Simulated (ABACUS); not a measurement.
**Energy of MgS along an even scaling of the cell**

System: MgS (Fm-3m, 2 atoms in the cell).
Method: Kohn-Sham DFT of a periodic cell, PBE, PseudoDojo NC SR 0.4.1 PBE standard, no spin polarisation (ABACUS 3.10.1).

The 7 runs differ only in the geometry, by an even scaling of the cell at fixed fractional positions. The structure derives from an entry of the Crystallography Open Database.

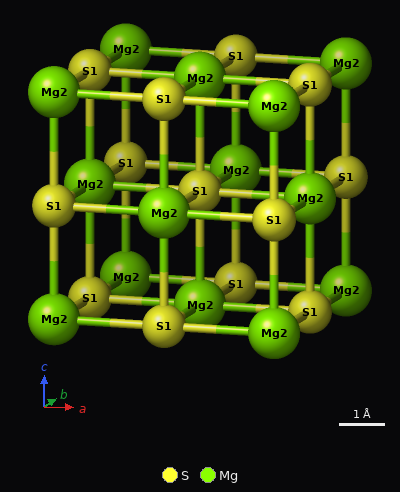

Figure 1. The structure of run 4 (ball-and-stick view of the cell 4 times as large as that of the calculation, set on its symmetry axes, seen slightly off an axis; atoms are numbered from 1 in the order of the input).

## The input of run 4
```
INPUT_PARAMETERS
suffix              MgS
calculation         scf
basis_type          pw
pseudo_dir          ./
symmetry            1
dft_functional      pbe
ecutwfc             84
pseudo_rcut         10
nspin               1
nbands              12
ks_solver           dav
smearing_method     fd
smearing_sigma      0.00367493
scf_thr             1e-08
scf_nmax            100
mixing_type         broyden
mixing_beta         0.7
cal_force           1
cal_stress          1
kpar                4
```

## File STRU of run 4
```
ATOMIC_SPECIES
S 32.0600 S.upf
Mg 24.3050 Mg.upf

LATTICE_CONSTANT
1.8897261246

LATTICE_VECTORS
0.0000000000 2.6016500000 2.6016500000
2.6016500000 0.0000000000 2.6016500000
2.6016500000 2.6016500000 0.0000000000

ATOMIC_POSITIONS
Direct

S
0.0
1
0.5000000000 0.5000000000 0.5000000000 1 1 1

Mg
0.0
1
0.0000000000 0.0000000000 0.0000000000 1 1 1
```

## File KPT of run 4
```
K_POINTS
0
Gamma
9 9 9 0 0 0
```

Command:
```bash
OMP_NUM_THREADS=1 mpirun -np 4 abacus > log
```

Lattice vectors (Å) and fractional positions of run 4:
```
   0.000000    2.601650    2.601650
   2.601650    0.000000    2.601650
   2.601650    2.601650    0.000000
S   0.500000  0.500000  0.500000
Mg  0.000000  0.000000  0.000000
```

Run 2 differs from it as follows:
```diff
-0.0000000000 2.6016500000 2.6016500000
-2.6016500000 0.0000000000 2.6016500000
-2.6016500000 2.6016500000 0.0000000000
+0.0000000000 2.5664882573 2.5664882573
+2.5664882573 0.0000000000 2.5664882573
+2.5664882573 2.5664882573 0.0000000000
```

## Results, with one run withheld

```tsv
run	volume per atom (Å³)	free energy per atom, from the lowest run given (meV)	pressure (GPa)	gap on the mesh (eV)
1	16.553	26.40	6.74	3.05
2	16.905	?	?	?
3	17.257	5.54	2.88	2.96
4	17.609	1.04	1.22	2.92
5	17.962	0.00	−0.28	2.87
6	18.314	2.10	−1.64	2.83
7	18.666	7.05	−2.86	2.78
```

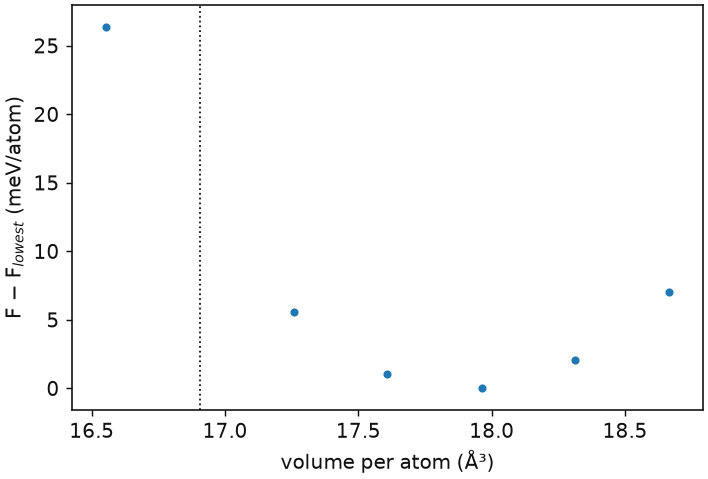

Figure 2. Free energy per atom of the runs given; the dotted line marks run 2.

Fit the runs given and predict run 2.

A cubic polynomial in V^(−2/3) (the Birch–Murnaghan form), fitted to the 6 runs given, misses them by under 0.01 meV per atom. With x = V^(−2/3) − 0.14722 Å⁻², it reads F = 0.43553 + 923.87 x + 4.3428e+05 x² − 29393 x³ (meV per atom). At run 2 it gives 13.86 meV per atom, and the run itself gives 13.88. The slope of the fit gives a pressure −dF/dV of 4.72 GPa there, and the run prints 4.71 GPa. The fit has its minimum at 17.897 Å³ per atom, where V d²F/dV² gives 73.8 GPa: the bulk modulus at this level, since symmetry fixes the shape and the positions. The gap on the mesh goes, without turning, from 3.05 eV in run 1 to 2.78 eV in run 7; run 2 has 3.00 eV. These are gaps of this functional on this mesh, which can miss the band edges; they aren't the measured gap.

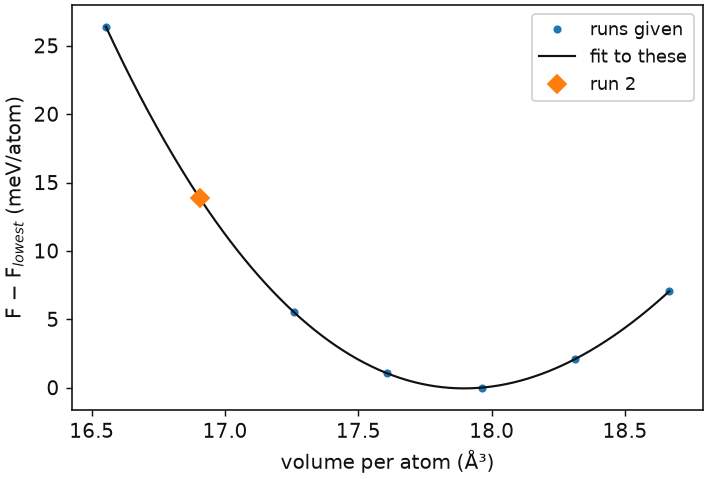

Figure 3. The fit and the withheld run.

## Some lines of the output (run 2)
```
[...]
                          Volume (Bohr^3) = 228.163
                             Volume (A^3) = 33.8102
 E_Fermi        0.5717378069         7.7788919352
 E_Fermi        0.6321890049         8.6013726797
 E_Fermi        0.5792201065         7.8806938440
 E_Fermi        0.5797704902         7.8881821985
 E_Fermi        0.6410740317         8.7222596712
 E_KS(sigma->0) -141.0750044119      -1919.4239053764
 E_Fermi        0.6410442499         8.7218544691
 final etot is -1919.4239054 eV
 EFERMI = 8.7218544691 eV
 TOTAL-PRESSURE: 47.135120 KBAR
 !FINAL_ETOT_IS -1919.4239053763712946 eV
```
